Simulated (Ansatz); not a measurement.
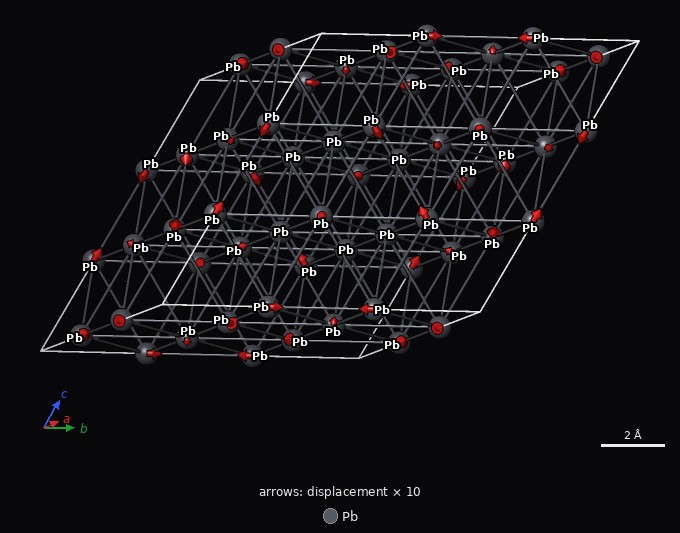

This is a relaxation of a defect cell of composition Pb. The starting structure is drawn; red arrows show the displacements, 10 times their true length.

The picture is a ball-and-stick view of the cell of the calculation, seen from a free direction.

Case: Pb vacancy (site a), charge +0, atoms relaxed at the host's cell.

Method: DFT LDA, scalar-relativistic, plane waves, PAW in Ansatz. Set-up: plane-wave cutoff 420 eV; k-point mesh 3 × 3 × 3; occupations gaussian; smearing width 0.1 eV; no spin polarisation; atoms relaxed in a fixed cell; force threshold 0.025 eV/Å; at most 45 steps.

What did the optimiser do to the structure, and how much energy did it gain?

Answer. The energy falls by 39.9 meV per cell of the calculation in 2 geometry steps. The largest force component goes from 0.072 to 0.019 eV/Å. The largest moves, 0.053 Å, are those of Pb atoms. The lattice vectors keep their values. Some distances before and after: Pb–Pb 3.452 → 3.347 Å, Pb–Pb 3.452 → 3.505 Å, Pb–Pb 3.452 → 3.428 Å. Cost: 53 s on 4 threads of Intel(R) Xeon(R) Processor @ 2.70GHz, on a shared host, peak memory 3.1 GiB.
